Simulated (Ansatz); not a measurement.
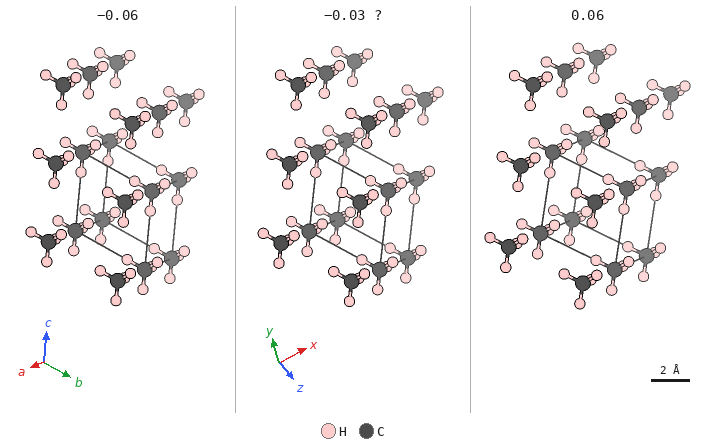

Crystalline H$_{4}$C (I-43m): the cell is strained along x alone, with the atoms kept at their fractional coordinates. x, y and z are the Cartesian axes of the input. The picture is a ball-and-stick view of the cell of the calculation, repeated 2 × 1 × 2 with one cell outlined, seen slightly off an axis.

All numbers below come from DFT PBEsol, scalar-relativistic, plane waves, PAW in Ansatz 0.2.0. (plane-wave cutoff 420 eV; k-point mesh 6 × 6 × 6; occupations gaussian; smearing width 0.05 eV; no spin polarisation). Energies (free energies at the smearing named) are counted from the cell as listed in its source, which wasn't relaxed.

```csv
strain,ΔE (meV/atom)
−0.0600,14.9
−0.0450,9.3
−0.0300,?
−0.0150,1.9
0.0000,0.0
0.0150,−0.7
0.0300,−0.2
0.0450,1.5
0.0525,2.8
0.0600,4.3
```

### One row is withheld. What is its energy?

A straight line between the two neighbours gives 5.6 meV/atom. A cubic through the four nearest rows (−0.0600, −0.0450, −0.0150, 0.0000) gives, with Lagrange weights, (−0.1667)(14.9) + (0.6667)(9.3) + (0.6667)(1.9) + (−0.1667)(0.0) = 5.0 meV/atom. The calculation gives 5.0 meV/atom, so the cubic is right to the digits shown and the straight line 0.6 meV/atom too high, as the curve bends upwards here.

The whole profile:

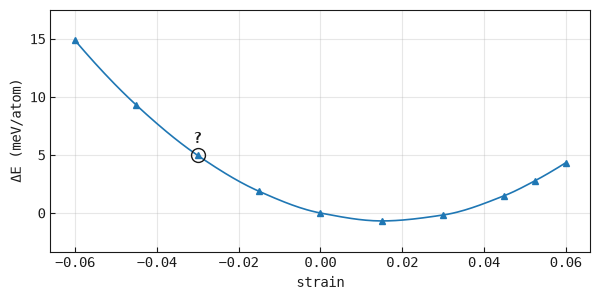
